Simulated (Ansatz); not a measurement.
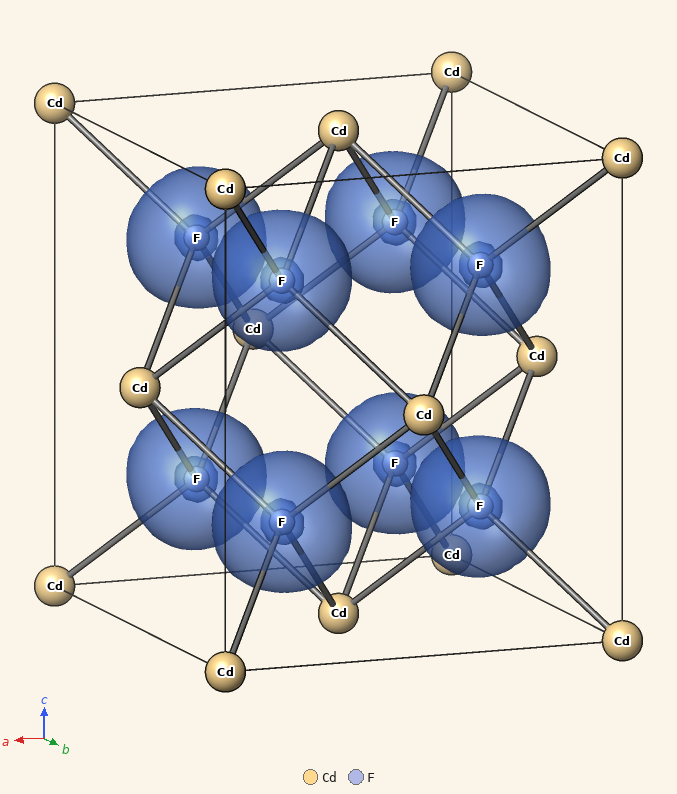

CdF₂. Isosurface of the electron localisation function at 0.65 (blue), seen at an oblique angle. Core shells and regions of very low density are left out. Sticks mark near contacts.

Space group Fmmm; changed on purpose from its base cell (strain +e along x and -e along y -0.0300, strain +e along z and -e/2 along x and y -0.0750).

Level of theory: DFT PBEsol, scalar-relativistic, plane waves, PAW in Ansatz.

In a PAW calculation such maps are meaningful between the atoms, not at the nuclei.

Input file:

```
crystal:
  lattice:
    - [0.0, 2.8737878802, 2.490167484]
    - [2.7122635029, 0.0, 2.490167484]
    - [2.7122635029, 2.8737878802, 0.0]
  atoms:
    - { symbol: Cd, position: [0.0, 0.0, 0.0] }
    - { symbol: F, position: [0.25, 0.25, 0.25] }
    - { symbol: F, position: [0.75, 0.75, 0.75] }
basis:
  ecutwfc: 520.0
kpoints:
  mp_grid: { grid: [8, 8, 8] }
hamiltonian:
  xc: pbesol
scf:
  occupations: { method: gaussian, width: 0.05 }
output:
  forces: true
  stress: true
  eigenvalues: true
  write_density: true
  write_potential: true
  elf: true
  volumetric_format: npy
```

Launched as:

```sh
ansatz run input.yaml --threads 1 --pin off --max-ram 2048MiB --backend cpu --events-out ev --progress --plain --runs-dir out
```

Below, planes, directions and counts refer to the conventional cell (a = 4.98 Å, b = 5.42 Å, c = 5.75 Å, α = 90.00°, β = 90.00°, γ = 90.00°).

### What do the ELF domains correspond to?

At this value the surface marks out eight regions wrapped around F (the valence shell of each), counted in one cell of 12 atoms. Any copies at cell faces, edges or corners count once. Along the contacts the grid gives the following. Cd–F (2.34 Å): the ELF is about 0.05 at the midpoint: no localised pair shows between them.

### Does the calculation make it a metal, or give it a gap?

It is gapped, with a Kohn–Sham gap of 2.5 eV on the k-point mesh (the band edges may lie off the mesh, which would make the gap smaller).
